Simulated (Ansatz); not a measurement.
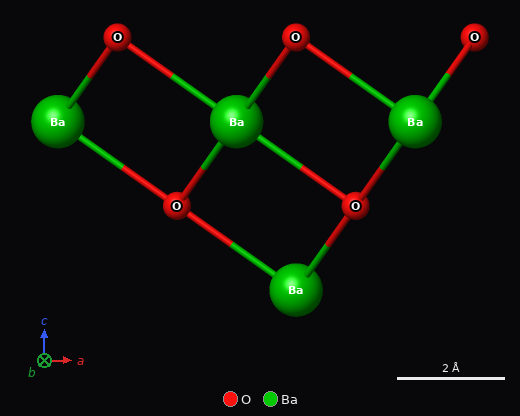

A slab of composition Ba₄O₅ (cut from the Fm-3m phase), before the relaxation. A ball-and-stick model of the atoms within 5.0 Å of the atom that moves most (axes of the 2 × 2 repeat of the cell, outlined in the plane, without the vacuum), seen along the b axis.

Case: (1 1 1) slab, atoms relaxed. The slab is the (1 1 1) face of BaO.

The calculation used DFT PBEsol, scalar-relativistic, plane waves, PAW (Ansatz 0.2.0).

Input file:
```yaml
crystal:
  lattice:
    - [3.8822785409, 0.0, 0.0]
    - [-1.9411392704, 3.362151841, 0.0]
    - [0.0, 0.0, 27.6794686194]
  atoms:
    - { symbol: O, position: [0.3333333333, 0.6666666667, 0.2709589589] }
    - { symbol: Ba, position: [0.6666666667, 0.3333333333, 0.3282192192] }
    - { symbol: O, position: [0.0, 0.0, 0.3854794794] }
    - { symbol: Ba, position: [0.3333333333, 0.6666666667, 0.4427397397] }
    - { symbol: O, position: [0.6666666667, 0.3333333333, 0.5] }
    - { symbol: Ba, position: [0.0, 0.0, 0.5572602603] }
    - { symbol: O, position: [0.3333333333, 0.6666666667, 0.6145205206] }
    - { symbol: Ba, position: [0.6666666667, 0.3333333333, 0.6717807808] }
    - { symbol: O, position: [0.0, 0.0, 0.7290410411] }
basis:
  ecutwfc: 420
kpoints:
  mp_grid: { grid: [9, 9, 1] }
hamiltonian:
  xc: pbesol
scf:
  occupations: { method: gaussian, width: 0.05 }
output:
  forces: true
  eigenvalues: true
relax:
  adjacent_minimum: "off"
  f_tol: 0.02
  max_steps: 60
efield:
  axis: 3
  dipole_correction: true
```

> Predict the outcome.

The largest moves relative to the layer's centre, 0.78 Å, are those of O1 and O9. O9 goes along the normal (−c). Largest moves by element: O 0.78 Å, Ba 0.09 Å. The lattice vectors keep their values. Among the contacts that change: Ba8–O9 2.745 → 2.352 Å, O7–Ba8 2.745 → 2.937 Å, Ba6–O7 2.745 → 2.610 Å. Bond angles that change, for instance: O7–Ba8–O9 180.0° → 157.4°, O9–Ba8–O9 90.0° → 111.2°, Ba8–O9–Ba8 90.0° → 111.2°. After 5 accepted moves (6 points after the start) the energy has fallen by 2.129 eV per cell of the calculation. Largest force component: 2.3 eV/Å at the start, 0.019 eV/Å at the end. 1 step only repeated the SCF at the same geometry. The run took about 2.9 core-minutes on a shared host.

The end point in the same view:

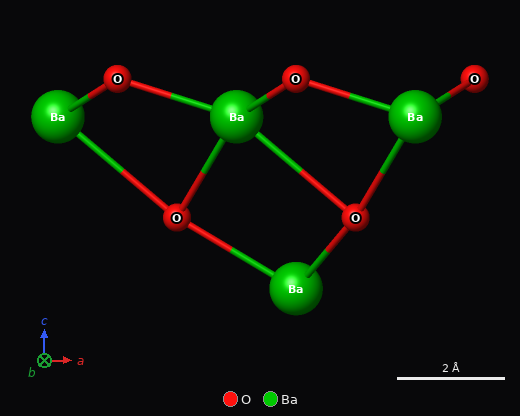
